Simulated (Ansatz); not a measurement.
## Run report: BN, single-point calculation (part 2 of 2)

Continued. System: BN (slab, 36 atoms in the cell). Method: DFT PBE+D3(BJ), scalar-relativistic, plane waves, PAW, no spin polarisation (Ansatz 0.2.0); cutoff 420 eV, 3×3×1 k-mesh, Gaussian smearing of 0.05 eV. The structure derives from an entry of the Crystallography Open Database. It belongs to a series of runs on one base structure; here: the slab at its places in the relaxed adsorbed structure.

### What the program printed, continued
```
--- Forces (eV/Å), atoms counted from 1 ---
  atom   1  B      0.00000892     0.00057312     0.02050821
  atom   2  B      0.00123604     0.00206165     0.02309451
  atom   3  B     -0.00034616    -0.00101000     0.02108381
  atom   4  B     -0.00043358     0.00075285     0.02077934
  atom   5  B     -0.00155185     0.00188540     0.02198411
  atom   6  B     -0.00036455    -0.00287821     0.02298344
  atom   7  B      0.00054075     0.00123225     0.02124820
  atom   8  B      0.00043240     0.00175981     0.02088774
  atom   9  B      0.00082638    -0.00080409     0.02054742
  atom  10  N      0.00026626    -0.00032018    -0.02286107
  atom  11  N     -0.00103115     0.00149336    -0.02322075
  atom  12  N     -0.00009731     0.00150011    -0.02119465
  atom  13  N      0.00040718     0.00015126    -0.02148809
  atom  14  N      0.00076990     0.00120214    -0.02658034
  atom  15  N     -0.00051377     0.00230243    -0.02267646
  atom  16  N     -0.00006564     0.00080963    -0.02136103
  atom  17  N      0.00086374     0.00148114    -0.02174309
  atom  18  N      0.00124743     0.00194553    -0.02257765
  atom  19  B     -0.04402086    -0.12017888     0.00615363
  atom  20  B     -0.05787053     0.02666985    -0.04863553
  atom  21  B     -0.02437139     0.00838014     0.00152270
  atom  22  B      0.03466360    -0.09229610    -0.00060993
  atom  23  B      0.02245829     0.03085468    -0.11998471
  atom  24  B     -0.00271993     0.07547541     0.04210943
  atom  25  B      0.00302475    -0.05584866     0.02143202
  atom  26  B      0.03205070     0.05059831    -0.02733112
  atom  27  B      0.02607368     0.06058413     0.07087021
  atom  28  N      0.00142302     0.03124035    -0.02482392
  atom  29  N      0.02981203     0.05074431     0.09835598
  atom  30  N      0.00111345    -0.03775811     0.00197338
  atom  31  N     -0.01701967     0.01102600    -0.04645011
  atom  32  N     -0.02917822     0.02661420     0.05939497
  atom  33  N     -0.01810919    -0.07750459     0.04852287
  atom  34  N      0.02127987     0.01604377    -0.04117775
  atom  35  N      0.00572503     0.01569414    -0.00050163
  atom  36  N      0.01347061    -0.03447522    -0.03023067
  max |Σ_I F_I| component: 3.48e-6 eV/Å
--- Band table (eV; the first three rows and the last of 5) ---
  k-point 0: bands = ["-20.6045", "-20.4668", "-18.6525", "-18.6510", "-18.6488", "-18.6452", "-18.6427", "-18.6413", "-18.5532", "-18.5526", "-18.5497", "-18.5477", "-18.5432", "-18.5423", "-16.8828", "-16.8826", "-16.8780", "-16.8767", "-10.8172", "-10.8171", "-10.7418", "-10.7418", "-10.0492", "-10.0489", "-10.0434", "-10.0418", "-9.7782", "-9.7768", "-9.7741", "-9.7718", "-9.7699", "-9.7681", "-9.7405", "-9.7399", "-9.7371", "-9.7328", "-9.7299", "-9.7292", "-8.6125", "-7.6082", "-6.4845", "-6.4813", "-6.4781", "-6.4767", "-6.4745", "-6.4738", "-6.4550", "-6.4529", "-6.4500", "-6.4478", "-6.4433", "-6.4412", "-5.8870", "-5.8836", "-5.8812", "-5.8760", "-5.8751", "-5.8725", "-5.0621", "-5.0613", "-5.0594", "-5.0555", "-5.0550", "-5.0532", "-4.2312", "-4.2310", "-4.2145", "-4.2135", "-2.9197", "-2.9196", "-2.9033", "-2.9030", "1.7995", "1.7998", "1.8362", "1.8367", "1.9129", "2.3933", "3.0348", "3.7128", "3.9767", "3.9873", "3.9934", "3.9993", "4.0058", "4.0163", "4.0166", "4.3604", "4.3675", "4.3712", "4.3799", "4.3886", "4.3955", "5.1931", "5.1934", "5.1935", "5.1953", "5.1963", "5.1972", "5.2641", "5.4949", "6.0554", "6.0595", "6.0610", "6.0625", "6.0636", "6.0644", "6.5325"]
  k-point 1: bands = ["-20.3664", "-20.2326", "-19.6773", "-19.5554", "-19.0324", "-19.0322", "-18.9239", "-18.9236", "-17.9651", "-17.9648", "-17.8891", "-17.8888", "-17.6582", "-17.6031", "-17.2308", "-17.2304", "-17.1900", "-17.1893", "-11.5120", "-11.4709", "-11.0415", "-11.0408", "-11.0060", "-11.0053", "-10.6948", "-10.6943", "-10.6599", "-10.6593", "-9.0073", "-9.0067", "-8.9766", "-8.9758", "-8.6650", "-8.6645", "-8.6421", "-8.6413", "-8.2885", "-7.4322", "-7.4319", "-7.4235", "-7.4004", "-7.3997", "-7.3811", "-7.3013", "-7.2704", "-6.9678", "-6.9377", "-6.6645", "-6.6639", "-6.6354", "-6.6348", "-6.4286", "-6.4284", "-6.3965", "-5.6106", "-5.5857", "-5.5601", "-5.5590", "-5.1876", "-5.1726", "-4.8644", "-4.8635", "-4.6720", "-4.6512", "-4.3655", "-4.1672", "-4.1662", "-3.7709", "-3.6668", "-3.6656", "-3.2199", "-3.2181", "1.9376", "2.0396", "2.0445", "2.3190", "2.3446", "2.3485", "2.6146", "2.7741", "2.8856", "2.8905", "3.3164", "3.3204", "3.4304", "3.4589", "3.8552", "4.1003", "4.3721", "4.5716", "4.5722", "4.5960", "4.6013", "4.6022", "5.0857", "5.0904", "5.2181", "5.3239", "5.5769", "5.7866", "5.7873", "5.8000", "5.8010", "5.8705", "6.1104", "6.5857", "6.5864", "6.6061"]
  k-point 2: bands = ["-20.3664", "-20.2326", "-19.6772", "-19.5555", "-19.0328", "-19.0321", "-18.9239", "-18.9233", "-17.9655", "-17.9648", "-17.8893", "-17.8883", "-17.6566", "-17.6047", "-17.2316", "-17.2301", "-17.1901", "-17.1887", "-11.5075", "-11.4752", "-11.0451", "-11.0414", "-11.0053", "-11.0017", "-10.6977", "-10.6948", "-10.6592", "-10.6567", "-9.0086", "-9.0075", "-8.9757", "-8.9746", "-8.6663", "-8.6644", "-8.6425", "-8.6406", "-8.2884", "-7.4326", "-7.4319", "-7.4235", "-7.4002", "-7.3992", "-7.3820", "-7.3006", "-7.2695", "-6.9680", "-6.9380", "-6.6638", "-6.6625", "-6.6362", "-6.6348", "-6.4295", "-6.4291", "-6.3962", "-5.6112", "-5.5871", "-5.5595", "-5.5570", "-5.1869", "-5.1723", "-4.8668", "-4.8636", "-4.6721", "-4.6519", "-4.3574", "-4.1671", "-4.1628", "-3.7826", "-3.6716", "-3.6642", "-3.2214", "-3.2119", "1.9808", "2.0112", "2.0414", "2.3191", "2.3492", "2.3749", "2.5739", "2.7737", "2.8571", "2.8840", "3.3237", "3.3491", "3.4304", "3.4590", "3.8544", "4.1002", "4.3720", "4.5708", "4.5719", "4.5971", "4.6024", "4.6035", "5.0788", "5.0884", "5.2177", "5.3255", "5.5770", "5.7859", "5.7869", "5.7985", "5.8054", "5.8705", "6.1155", "6.5854", "6.5866", "6.6046"]
  k-point 4: bands = ["-20.3664", "-20.2326", "-19.6773", "-19.5555", "-19.0329", "-19.0319", "-18.9240", "-18.9232", "-17.9656", "-17.9646", "-17.8894", "-17.8883", "-17.6569", "-17.6045", "-17.2317", "-17.2300", "-17.1903", "-17.1886", "-11.5082", "-11.4747", "-11.0451", "-11.0407", "-11.0059", "-11.0017", "-10.6976", "-10.6943", "-10.6595", "-10.6567", "-9.0086", "-9.0073", "-8.9760", "-8.9748", "-8.6664", "-8.6641", "-8.6424", "-8.6404", "-8.2885", "-7.4327", "-7.4319", "-7.4236", "-7.4004", "-7.3994", "-7.3823", "-7.3005", "-7.2697", "-6.9677", "-6.9377", "-6.6636", "-6.6631", "-6.6359", "-6.6352", "-6.4294", "-6.4291", "-6.3961", "-5.6108", "-5.5866", "-5.5594", "-5.5576", "-5.1872", "-5.1727", "-4.8669", "-4.8631", "-4.6719", "-4.6515", "-4.3586", "-4.1678", "-4.1626", "-3.7808", "-3.6719", "-3.6633", "-3.2227", "-3.2114", "1.9743", "2.0112", "2.0464", "2.3190", "2.3449", "2.3745", "2.5798", "2.7737", "2.8574", "2.8892", "3.3192", "3.3485", "3.4305", "3.4591", "3.8545", "4.1002", "4.3720", "4.5708", "4.5720", "4.5967", "4.6020", "4.6037", "5.0788", "5.0895", "5.2178", "5.3252", "5.5770", "5.7860", "5.7870", "5.7980", "5.8060", "5.8706", "6.1147", "6.5858", "6.5869", "6.6043"]
```

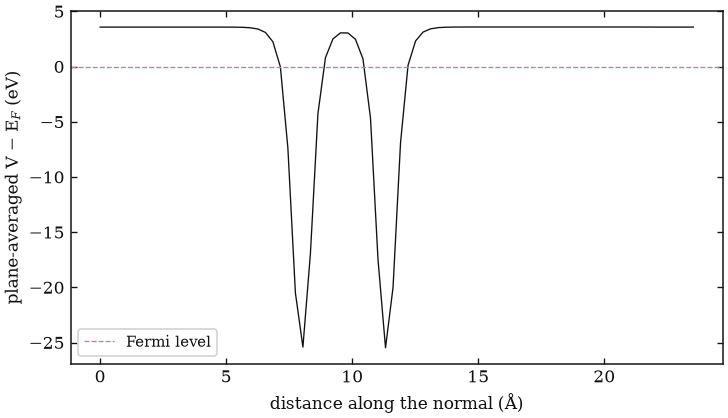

Fig. 1: Plane average of the electrostatic potential energy of an electron across the cell, from the Fermi level. The vacuum level lies 3.58 eV above the Fermi level.

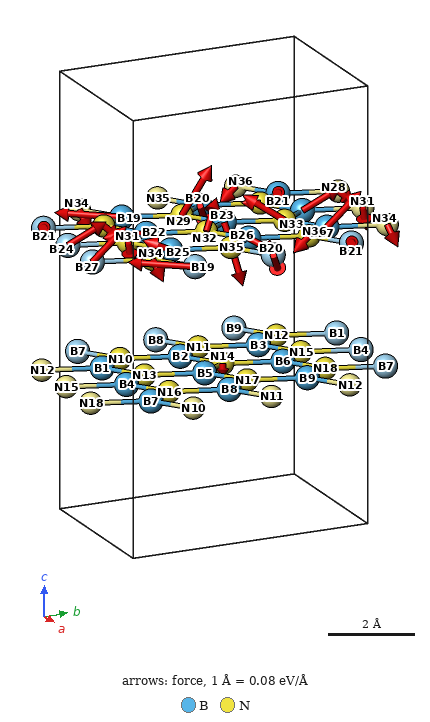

Fig. 2: Forces on the atoms as red arrows (ball-and-stick view of the cell of the calculation, with the vacuum cut short, seen slightly off an axis; neighbours outside the cell are drawn fainter; atoms are numbered from 1 in the order of the input). The largest act on B19, B23 (0.13 eV/Å); N29 (0.11 eV/Å); B22, B27 (0.10 eV/Å); N33 (0.09 eV/Å), among others. The geometry is not a stationary point of this energy.

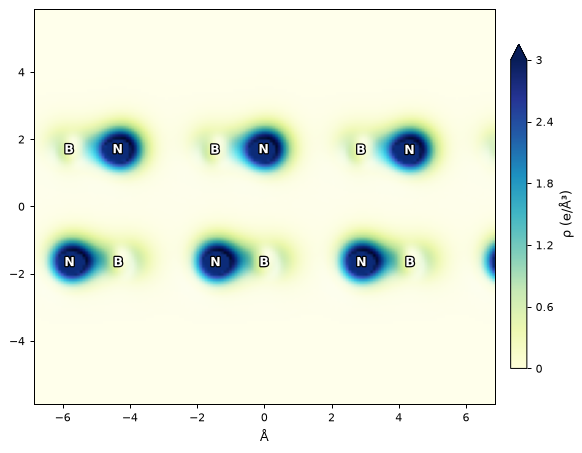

Fig. 3: Valence electron density on the (110) plane of the calculation cell, a cut from vacuum to vacuum. Atoms in the plane: B and N. B–N (1.45 Å): ρ is about 1.8 e/Å³ halfway. The density dies away to nearly zero in the vacuum. Core electrons are frozen (PAW), so the fields are smoothed inside the atomic spheres.
